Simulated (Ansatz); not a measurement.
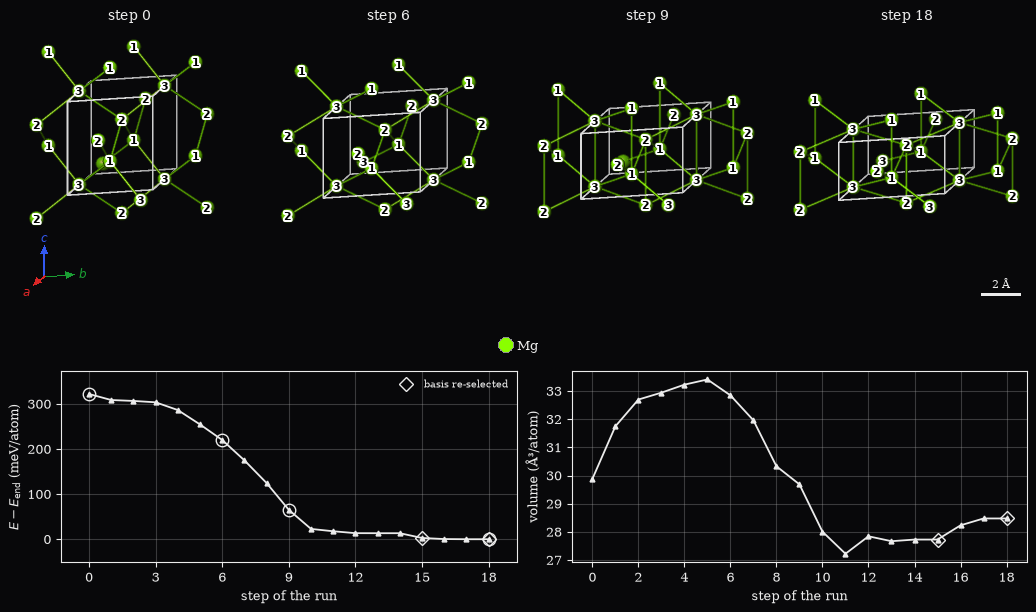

Frames of a relaxation of crystalline Mg (a generated structure, set up in P6_422), marked on the history of the run. A ball-and-stick model of the cell of the calculation, seen slightly off an axis.

The calculation used DFT PBE, scalar-relativistic, plane waves, PAW in Ansatz 0.2.0. Settings: plane-wave cutoff 420 eV; k-point mesh 12 × 12 × 10; occupations gaussian; smearing width 0.1 eV; no spin polarisation; cell and atoms relaxed; force threshold 0.01 eV/Å; at most 80 steps.

What happens along the run?

Answer. Over 16 accepted moves (18 points after the start) the energy falls by 322 meV per atom. All forces vanish by symmetry, so only the cell relaxes. Pressure: 1.79 GPa at the start and 0.02 GPa at the end. The SCF was repeated twice at an unchanged geometry on a basis and grid sized afresh for the cell, which shifted the energy by 10.6 meV per atom at most. The atoms keep their places relative to the cell (all moves are under 0.005 Å). Cell: a = b 4.555 → 5.657 Å (+24.2 %), c 4.988 → 3.082 Å (−38.2 %). Volume −4.7 %. Near-neighbour distances that change, for instance: Mg1–Mg1 4.988 → 3.082 Å, Mg1–Mg2 2.820 → 3.010 Å. Among the angles between lasting bonds that change: Mg2–Mg1–Mg2 107.7° → 140.1°, Mg2–Mg1–Mg3 91.2° → 71.0°, Mg2–Mg1–Mg3 132.4° → 123.9°. The space group stays P6_422 (No. 181). Cost: 6.3 min on 1 thread of Arm Neoverse V1, on a shared host, peak memory 0.47 GiB. From step 0 to 6: volume +9.9 %, energy −102 meV per atom. From step 6 to 9: volume −9.6 %, energy −155 meV per atom. From step 9 to 18: volume −4.1 %, energy −65.1 meV per atom.

```json
{"step": "0", "E − E(0), meV/atom": "0.00", "pressure, GPa": "1.79", "volume, Å³/atom": "29.881", "note": ""}
{"step": "1", "E − E(0), meV/atom": "-13.38", "pressure, GPa": "0.56", "volume, Å³/atom": "31.748", "note": ""}
{"step": "2", "E − E(0), meV/atom": "-15.39", "pressure, GPa": "0.05", "volume, Å³/atom": "32.699", "note": ""}
{"step": "3", "E − E(0), meV/atom": "-18.44", "pressure, GPa": "-0.04", "volume, Å³/atom": "32.944", "note": ""}
{"step": "4", "E − E(0), meV/atom": "-35.62", "pressure, GPa": "-0.27", "volume, Å³/atom": "33.228", "note": ""}
{"step": "5", "E − E(0), meV/atom": "-67.55", "pressure, GPa": "-0.71", "volume, Å³/atom": "33.412", "note": ""}
{"step": "6", "E − E(0), meV/atom": "-102.06", "pressure, GPa": "-0.84", "volume, Å³/atom": "32.848", "note": ""}
{"step": "7", "E − E(0), meV/atom": "-147.22", "pressure, GPa": "-1.01", "volume, Å³/atom": "31.962", "note": ""}
{"step": "8", "E − E(0), meV/atom": "-197.56", "pressure, GPa": "-0.64", "volume, Å³/atom": "30.330", "note": ""}
{"step": "9", "E − E(0), meV/atom": "-256.99", "pressure, GPa": "-0.99", "volume, Å³/atom": "29.687", "note": ""}
{"step": "10", "E − E(0), meV/atom": "-299.28", "pressure, GPa": "-0.08", "volume, Å³/atom": "28.008", "note": ""}
{"step": "11", "E − E(0), meV/atom": "-304.45", "pressure, GPa": "0.58", "volume, Å³/atom": "27.224", "note": ""}
{"step": "12", "E − E(0), meV/atom": "-308.67", "pressure, GPa": "-0.13", "volume, Å³/atom": "27.844", "note": ""}
{"step": "13", "E − E(0), meV/atom": "-308.78", "pressure, GPa": "0.07", "volume, Å³/atom": "27.669", "note": ""}
{"step": "14", "E − E(0), meV/atom": "-308.79", "pressure, GPa": "0.00", "volume, Å³/atom": "27.728", "note": ""}
{"step": "15", "E − E(0), meV/atom": "-319.34", "pressure, GPa": "0.58", "volume, Å³/atom": "27.728", "note": "same geometry, new basis"}
{"step": "16", "E − E(0), meV/atom": "-321.74", "pressure, GPa": "0.18", "volume, Å³/atom": "28.232", "note": ""}
{"step": "17", "E − E(0), meV/atom": "-322.13", "pressure, GPa": "0.02", "volume, Å³/atom": "28.477", "note": ""}
{"step": "18", "E − E(0), meV/atom": "-322.14", "pressure, GPa": "0.02", "volume, Å³/atom": "28.477", "note": "same geometry, new basis"}
```
